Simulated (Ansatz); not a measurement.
# Zone-centre optical modes of WC-type TaN under uniaxial strain along c, from LDA linear response

In WC-type TaN, flat layers of tantalum and nitrogen alternate along c, and each nitrogen sits in a trigonal prism of six tantalum atoms. With one formula unit per cell there are only two distinct optical modes at the zone centre. In E' the two sublattices move against each other within the layers, in A2'' along c.

Problem: find how far each mode shifts when the crystal is strained along c and the other edges relax. Such a calibration is needed to read strain in a coating of this phase from a vibrational line. The frequencies are harmonic LDA values for the static lattice, and shifts are counted from the relaxed, stress-free cell at the same level. The A2'' frequencies at −1 % and −3 % are to be estimated.

## Method

One crystal, TaN (WC-type) (entry of the Crystallography Open Database). It was then strained (uniaxial, along c) with the free edges and the atoms relaxed; labels give the mode at rest and under strain. The structures stem from measured cells of the Crystallography Open Database, directly or through a relaxation at another level; cell and atoms were relaxed at zero pressure at each row's own level, inside the symmetry of the start, with no thermal or zero-point expansion. Program: Ansatz 0.2.0, plane waves, LDA, the program's earlier default PAW potentials, scalar-relativistic without spin-orbit coupling, no spin polarisation. Wave-function cutoff 420 eV (the default for the potentials of each cell); on the k meshes (Γ-centred) the least product of divisions and cell-vector length runs from 43 to 48 Å. Occupations: methfessel-paxton smearing of 0.2 eV. Harmonic modes at natural masses come from linear response (density functional perturbation theory), with the acoustic sum rule imposed.

Notes on method and selection:

- Harmonic values at the static lattice; measured values carry thermal expansion and anharmonic shifts at their temperature.
- Modes are followed from row to row by the overlap of their patterns; levels that are degenerate at rest are joined across zero strain by their slopes.
- In cells without a Kohn-Sham gap the frequencies depend on k mesh and smearing; errors of a few per cent are possible.
- Spin-orbit coupling is left out; it matters most with heavy elements (here Ta).
- Runs that did not converge, have known faults, used another set of PAW files or may not be shown are not listed.

Columns:

- uniaxial strain (%): uniaxial strain along c, tension positive.
- stress (GPa): stress along the strain, tension positive.
- free-edge strain (%): strain of the first free edge.
- second free edge (%): strain of the second free edge.
- E' (cm⁻¹): zone-centre mode E', no LO-TO term.
- A2'' (cm⁻¹): zone-centre mode A2'', no LO-TO term.

Input lines of one member:

```
kpoints:
  mp_grid: { grid: [18, 18, 16] }
hamiltonian:
  xc: lda
  pseudopotentials: { kind: paw, azcp: { folder: soft_1 }, xc_functional: pbe }
scf:
  occupations: { method: methfessel_paxton, width: 0.2 }
output:
  eigenvalues: true
phonons:
  method: dfpt
```

Command (options for logging and memory left out): `ansatz run input.yaml --threads 4 --backend cpu`

## Results

```
member  uniaxial strain (%)  stress (GPa)  free-edge strain (%)  second free edge (%)  E' (cm⁻¹)  A2'' (cm⁻¹)
−4.0 %  −4                   −36.68        0.80                  0.80                  570.3      623.6
−3.0 %  −3                   ?             ?                     ?                     ?          ?
−2.0 %  −2                   −17.46        0.38                  0.38                  558.2      597.8
−1.0 %  −1                   ?             ?                     ?                     ?          ?
+0.0 %  0                    0.00          0.00                  0.00                  543.7      567.9
+1.0 %  1                    8.12          −0.18                 −0.18                 535.0      551.6
+2.0 %  2                    15.86         −0.36                 −0.36                 525.8      534.3
+3.0 %  3                    23.23         −0.52                 −0.52                 516.3      515.9
+4.0 %  4                    30.27         −0.68                 −0.68                 506.8      496.4
```

Cells marked ? are withheld until the estimate has been made.

A2'' (cm⁻¹) against uniaxial strain (%), members shown:

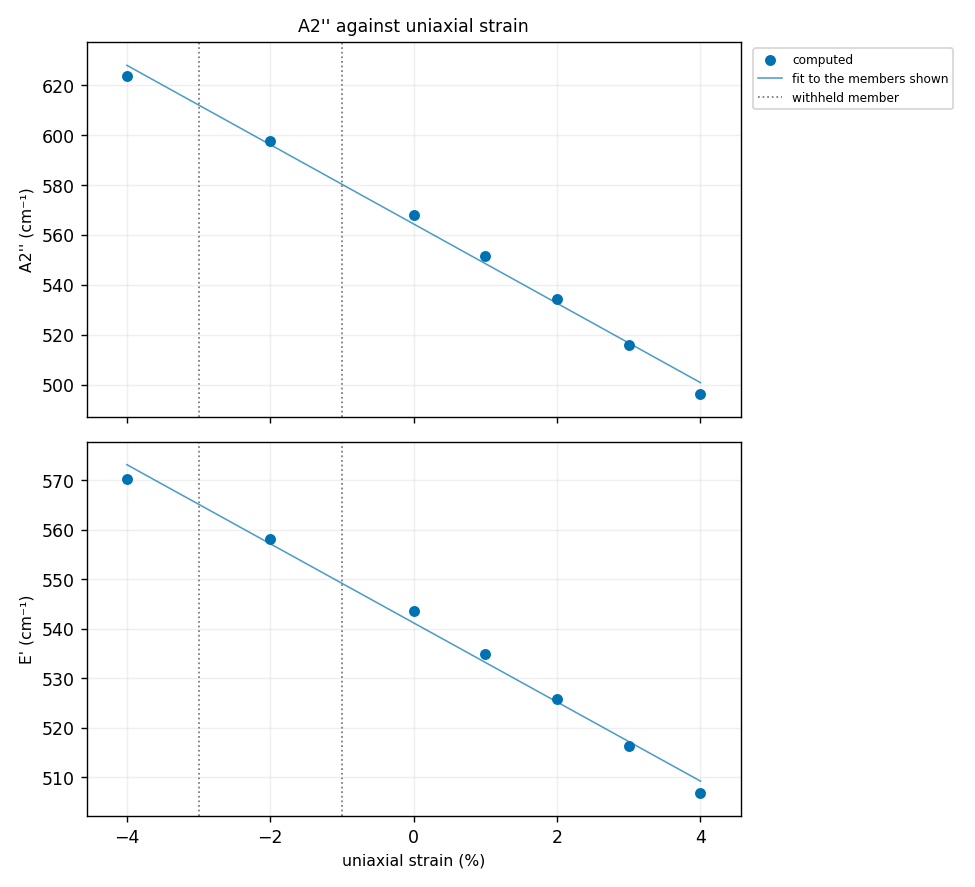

Least-squares fits to the members shown, with x = uniaxial strain (%); R² in the fitted variables, residuals in the unit of y:

```
y            members  fit                  R²    rms residual  leave-one-out rms  standard deviation of y
A2'' (cm⁻¹)  7        y = 564.4 − 15.88 x  0.99  3.1           5.4                45
E' (cm⁻¹)    7        y = 541.2 − 7.990 x  0.99  1.9           3.3                23
```

## The trend and its physics

Solution, first part. Both modes soften from each shown row to the next as strain runs from compression to tension. Between −2 % and +2 % the mean slope of A2'' is (534.3 − 597.8) / 4 = −15.9 cm⁻¹ per % strain, and that of E' is (525.8 − 558.2) / 4 = −8.1 cm⁻¹ per %. The axial mode is thus about twice as sensitive. It is, however, forbidden in first-order Raman scattering, whereas E' is allowed.

The common softening follows from the Ta–N bonds. Their length obeys d² = a²/3 + c²/4, and the free edges shrink by only 0.68 % at +4 %, so tension lengthens the bonds and lowers their stiffness. The faster fall of A2'' is harder to explain. Tension also turns the bonds towards c, which by itself would stiffen axial motion and soften in-plane motion, the opposite of the difference found. A strain-dependent response of the metallic d electrons is a possible cause.

The A2'' calibration is curved: the slope is −12.9 cm⁻¹ per % between −4 % and −2 %, but −19.5 between +3 % and +4 %. A single linear coefficient therefore misreads large strains.

A2'' lies 24.2 cm⁻¹ above E' at rest, nearly coincides with it at +3 % and lies 10.4 cm⁻¹ below it at +4 %. The two modes differ in symmetry and may cross freely. At +3 %, where they nearly coincide, the labels rest on following the displacement patterns, and the smoothly growing steps of A2'' through these rows agree with that assignment.

Shifts are safer to use than absolute frequencies. For a metal, mesh and smearing can cost a few per cent, and the input also combines LDA with PAW potentials labelled PBE. An error of 2 % in A2'' at rest is about 11 cm⁻¹, which would be misread as 11 / 15.9 = 0.7 % strain.

## Predicting the missing value

Plain estimates from the members shown:

- −1.0 %, fit at x = −1: 580.3 cm⁻¹
- −1.0 %, straight-line interpolation between −2.0 % and +0.0 %: w = (−1 − (−2)) / (0 − (−2)) = 0.500, so 597.8 + 0.500 × (567.9 − 597.8) = 582.8 cm⁻¹
- −3.0 %, fit at x = −3: 612.0 cm⁻¹
- −3.0 %, straight-line interpolation between −4.0 % and −2.0 %: w = (−3 − (−4)) / (−2 − (−4)) = 0.500, so 623.6 + 0.500 × (597.8 − 623.6) = 610.7 cm⁻¹

Solution, second part. The straight-line fit ignores the curvature and has a leave-one-out error of 5.4 cm⁻¹. Interpolation between neighbouring rows follows the curve more closely and should do better, but a chord lies below a curve that bends downwards, so it needs a small upward correction.

A parabola through −4 %, −2 % and 0 % supplies it. At the middle of either interval the correction is one eighth of the bend: (2 × 597.8 − 623.6 − 567.9) / 8 = 0.5 cm⁻¹.

- At −1 %: (597.8 + 567.9) / 2 + 0.5 = 583.4 cm⁻¹.
- At −3 %: (623.6 + 597.8) / 2 + 0.5 = 611.2 cm⁻¹.

The same construction on the tension side, with the rows at 0 %, +2 % and +4 %, gives 551.6 cm⁻¹ at +1 % and 515.9 cm⁻¹ at +3 %, both equal to the tabulated values to the printed digit.

A harder test doubles the spacing. A parabola through −4 %, 0 % and +4 % gives (623.6 + 567.9) / 2 + (2 × 567.9 − 623.6 − 496.4) / 8 = 597.7 cm⁻¹ at −2 % and (567.9 + 496.4) / 2 + (2 × 567.9 − 623.6 − 496.4) / 8 = 534.1 cm⁻¹ at +2 %, against 597.8 and 534.3 in the table. The larger of these misses, 0.2 cm⁻¹, is taken as the standard error. It covers interpolation within this series only, not the distance of the calculated frequencies from measured ones.

**Committed estimate, −1.0 %: A2'' = 583.4 ± 0.2 cm⁻¹.**  
**Committed estimate, −3.0 %: A2'' = 611.2 ± 0.2 cm⁻¹.**

## The withheld result

```
member  uniaxial strain (%)  stress (GPa)  free-edge strain (%)  second free edge (%)  E' (cm⁻¹)  A2'' (cm⁻¹)
−3.0 %  −3                   −26.84        0.59                  0.59                  564.4      611.2
−1.0 %  −1                   −8.52         0.19                  0.19                  551.4      583.3
```

```
member  estimate       A2'' (cm⁻¹)  computed  estimate − computed  miss in error bars
−1.0 %  committed      583.4        583.3     +0.1                 0.5
−1.0 %  fit            580.3        583.3     −3.0
−1.0 %  interpolation  582.8        583.3     −0.5
−3.0 %  committed      611.2        611.2     0.0                  0.0
−3.0 %  fit            612.0        611.2     +0.8
−3.0 %  interpolation  610.7        611.2     −0.5
```

A2'' (cm⁻¹) against uniaxial strain (%):

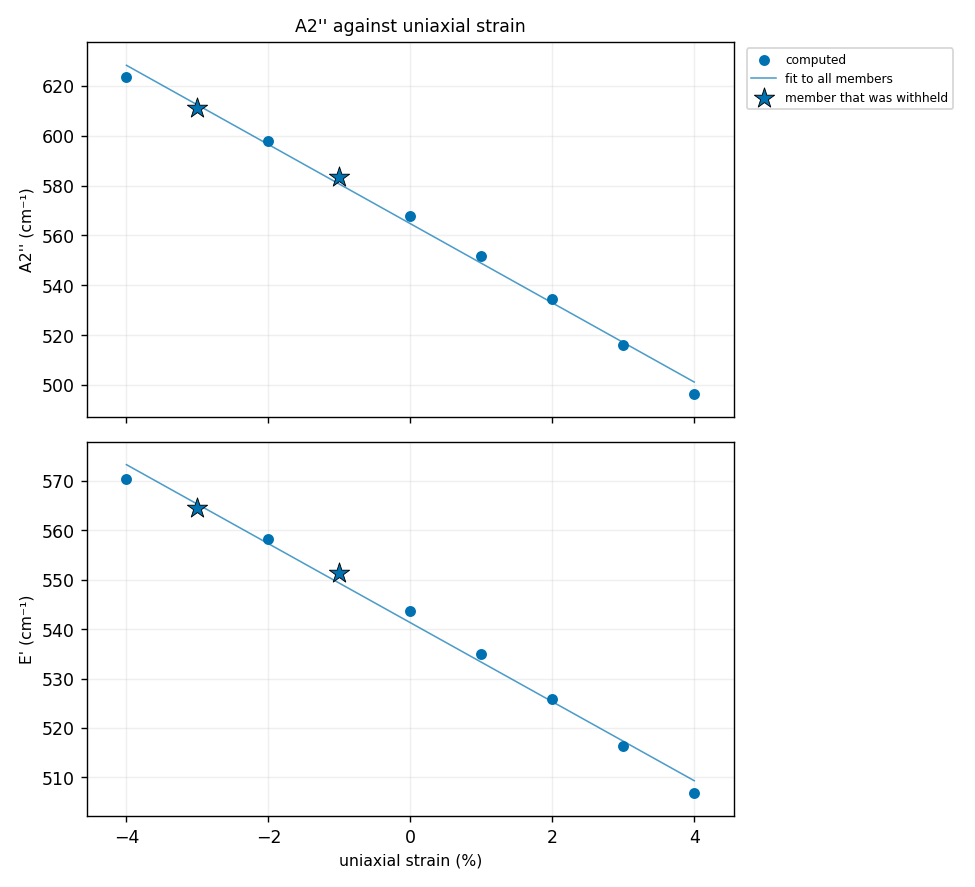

Both estimates fall inside their error bars of 0.2 cm⁻¹: the one at −1 % is 0.1 cm⁻¹ too high, and the one at −3 % agrees to the printed digit. They did better than straight-line interpolation, which is 0.5 cm⁻¹ too low at both strains, and than the linear fit, which misses by −3.0 and +0.8 cm⁻¹. The correction for curvature therefore had the right sign and size. The error bar, taken from a test at twice the spacing, was somewhat generous.

With the series complete, the drop in A2'' per 1 % of strain grows steadily from 12.4 cm⁻¹ at the compressed end to 19.5 cm⁻¹ at the stretched end. No step stands out, so nothing at this spacing points to an abrupt electronic change. The result leaves open why A2'' softens about twice as fast as E', since a smooth curve is compatible with several causes. The suggested response of the d electrons remains a conjecture.

## Outliers

Least-squares fits to the whole series, with x = uniaxial strain (%); R² in the fitted variables, residuals in the unit of y:

```
y            members  fit                  R²    rms residual  leave-one-out rms  standard deviation of y
A2'' (cm⁻¹)  9        y = 564.7 − 15.89 x  1.00  2.9           4.2                44
E' (cm⁻¹)    9        y = 541.3 − 7.992 x  0.99  1.9           2.6                22
```

Largest departures from the fit to the whole series:

```
member  A2'' (cm⁻¹)  fit    computed − fit  in rms residuals
+4.0 %  496.4        501.1  −4.7            1.6
−4.0 %  623.6        628.3  −4.7            1.6
+0.0 %  567.9        564.7  +3.2            1.1
+1.0 %  551.6        548.8  +2.8            1.0
```

No strain stands out as a separate case. The straight line lies 4.7 cm⁻¹ above the computed value at both −4 % and +4 % and 3.2 cm⁻¹ below it at rest, which is the pattern left by fitting a line to a curve that bends downwards. These departures belong to the choice of a linear fit and call for no chemical explanation of their own.

## Conclusions and limits

From −4 % to +4 %, A2'' = 567.9 − 15.9 x − 0.49 x² (cm⁻¹, x in % strain) reproduces all nine rows within 0.2 cm⁻¹, so a further strain inside this range can be estimated about as well. The coefficients come from the rows at −4 %, 0 % and +4 %: (496.4 − 623.6) / 8 = −15.9 and (623.6 + 496.4 − 2 × 567.9) / 32 = −0.49.

For Raman work the allowed E' line is the useful one. Around rest it shifts by (535.0 − 551.4) / 2 = −8.2 cm⁻¹ per %, while the stress changes by (8.12 + 8.52) / 2 = 8.32 GPa per %. A downward shift of 1 cm⁻¹ thus means about 0.12 % strain, or 1.0 GPa of tension. This holds for uniaxial load along c with free edges, not for a film clamped in its plane.

A2'' spans 623.6 − 496.4 = 127.2 cm⁻¹ over the series, well beyond the few per cent that mesh and smearing can cost. Warming usually softens such modes, by perhaps a few cm⁻¹ up to room temperature, and would be misread as tension unless the unstrained reference is measured at the same temperature.

[Logs are printed without paths, hosts, clocks, repeated set-up lines and the standing remarks that a program may print on its own settings, such as how far it seeks lower states.]
